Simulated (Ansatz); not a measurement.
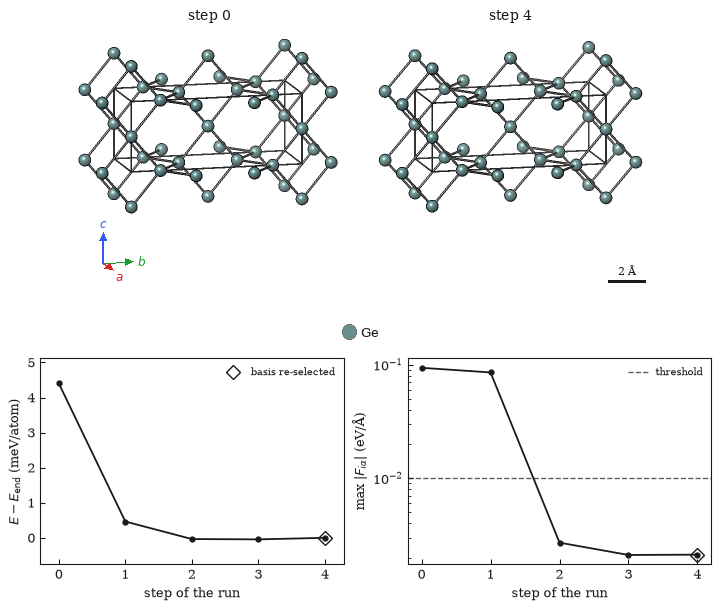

First and last geometry of a relaxation of a crystal of Ge (a generated structure, set up in Cmmm), with the history of the run. The picture is a ball-and-stick view of the conventional cell (2 times the calculation's cell), seen slightly off an axis. Lengths and directions refer to the drawn axes.

Theory: DFT PBE, scalar-relativistic, plane waves, PAW in Ansatz 0.2.0. Set-up: plane-wave cutoff 420 eV; k-point mesh 12 × 12 × 12; occupations gaussian; smearing width 0.1 eV; no spin polarisation; cell and atoms relaxed; force threshold 0.01 eV/Å; at most 80 steps.

**Did the run converge, and what did it change?**

It converged. Over 3 accepted moves (4 points after the start) the energy falls by 4.4 meV per atom. Largest force component: 0.094 eV/Å at the start, 0.0021 eV/Å at the end. Pressure: −0.31 GPa at the start and 0.00 GPa at the end. At 1 point the geometry stayed and the basis and grid were re-selected for the new cell (energy shift of less than 0.05 meV per atom at most each time). The largest moves relative to the cell, 0.011 Å, are those of Ge atoms. Cell: a 3.955 → 3.923 Å (−0.8 %), b 9.710 → 9.887 Å (+1.8 %), c 3.953 → 3.861 Å (−2.3 %). Volume −1.3 %. Among the contacts that change: Ge–Ge 2.504 → 2.496 Å, Ge–Ge 2.581 → 2.573 Å. Among the angles between lasting bonds that change: Ge–Ge–Ge 80.0° → 82.7°, Ge–Ge–Ge 100.0° → 97.3°. The space group stays Cmmm (No. 65). Cost: 2 min on 1 thread of Arm Neoverse V2, with other jobs on the host, peak memory 0.69 GiB.
